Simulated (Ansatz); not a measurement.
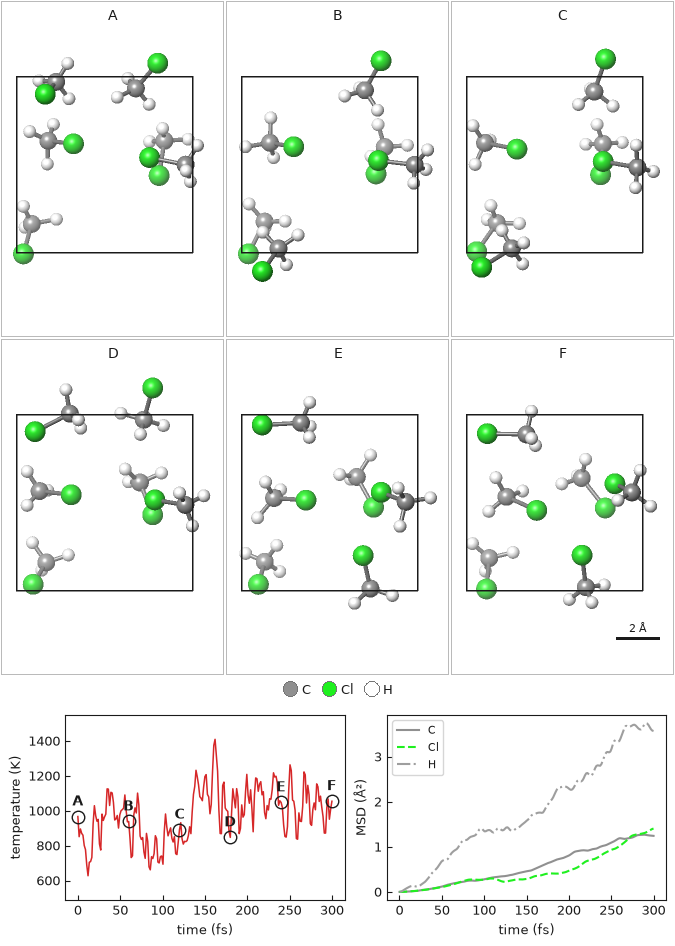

A Born-Oppenheimer molecular dynamics run of a periodic cell with 6 CH3Cl at 0.911 g/cm³, 300 fs long. It starts from the last geometry of an earlier run, with fresh velocities. Frames (A at 0 fs, B at 60 fs, C at 120 fs, D at 180 fs, E at 240 fs, F at 300 fs) and the history of the run. A ball-and-stick model of the simulation cell, seen along the c axis. Atoms that leave the cell re-enter on the other side.

Computed with DFT PBE, scalar-relativistic, plane waves, PAW in Ansatz 0.2.0. Set-up: plane-wave cutoff 420 eV; k-point mesh 1 × 1 × 1; Fermi-Dirac smearing 0.02 eV; low-accuracy preset; Langevin thermostat (NVT); set temperature 1000 K; time step 1.5 fs; friction 0.02 per fs.

Q: What happens in this trajectory?

A: Over the second half the temperature averages 1054 K (spread ±119 K). The potential energy is still drifting at the end, so the run hasn't reached equilibrium. The potential energy in the second half lies on average 8.7 meV per atom above the first frame. In the second half of the run the atoms are, in the root-mean-square, this far from where they began (common drift taken out): H 1.65 Å, C 0.96 Å, Cl 0.87 Å. The molecules turn and drift from their places. The time step of 1.5 fs is long for the fastest vibrations here (lightest element hydrogen).

Limits of the set-up: the program's low-accuracy preset was used; the periodic images lie only 8.2 Å apart, so the values are limited by the cell's size.

The run took of the order of 5 core-minutes on a shared host.
